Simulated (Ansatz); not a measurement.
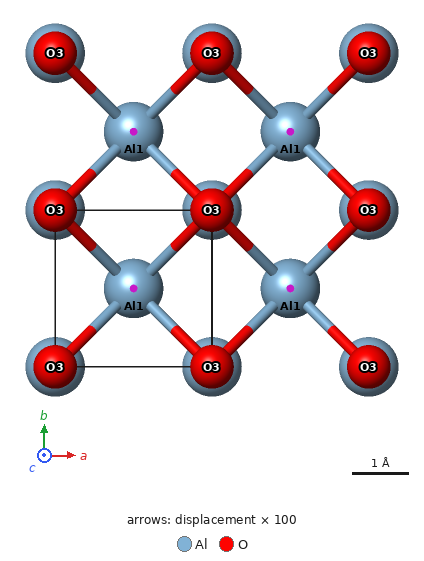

This is a relaxation of crystalline Al₂O (a generated structure, set up in I4/mmm). The starting structure is drawn; purple arrows show the displacements (the part carried along by the change of the cell is left out), 100 times their true length.

A ball-and-stick model of the conventional cell (2 times the calculation's cell), repeated 2 × 2 × 1 with one cell outlined, seen along the c axis. Lengths and directions refer to the drawn axes.

Theory: DFT PBE, scalar-relativistic, plane waves, PAW in Ansatz 0.2.0.

Input file:
```yaml
crystal:
  lattice:
    - [-1.4088045046, 1.4088045046, 4.6152696161]
    - [1.4088045046, -1.4088045046, 4.6152696161]
    - [1.4088045046, 1.4088045046, -4.6152696161]
  atoms:
    - { symbol: Al, position: [0.3529886792, 0.3529886792, 0.0] }
    - { symbol: Al, position: [0.6470113208, 0.6470113208, 0.0] }
    - { symbol: O, position: [0.0, 0.0, 0.0] }
basis:
  ecutwfc: 420
kpoints:
  mp_grid: { grid: [22, 22, 22] }
hamiltonian:
  xc: pbe
scf:
  occupations: { method: gaussian, width: 0.1 }
output:
  forces: true
  stress: true
  eigenvalues: true
relax:
  adjacent_minimum: "off"
  f_tol: 0.01
  max_steps: 80
  cell: { stress_tol: 0.05 }
```

Command:
```bash
ansatz run input.yaml --threads 1 --pin off --max-ram 2560MiB --backend cpu --events-out ev --progress --plain --runs-dir out
```

### Which element moves most?

Aluminium: up to 0.016 Å, against 0.000 Å for oxygen.

### Describe the change and its energy.

The energy falls by 2.0 meV per atom in 3 accepted moves (4 points after the start). Largest force component: 0.26 eV/Å at the start, under 0.0001 eV/Å at the end. Pressure: −0.35 GPa at the start and −0.02 GPa at the end. The SCF was repeated once at an unchanged geometry on a basis and grid sized afresh for the cell, which shifted the energy by 0.2 meV per atom at most. The largest moves relative to the cell, 0.016 Å, are those of Al1 and Al2. Al2 goes along +c. O stays in place. Cell: a = b 2.818 → 2.804 Å (−0.5 %), c 9.231 → 9.269 Å (+0.4 %). Volume −0.6 %. Among the contacts that change: Al1–O3 2.411 → 2.415 Å. The space group stays I4/mmm (No. 139). Cost: 93 s on 1 thread of Arm Neoverse V1 (shared host), peak memory 0.6 GiB.
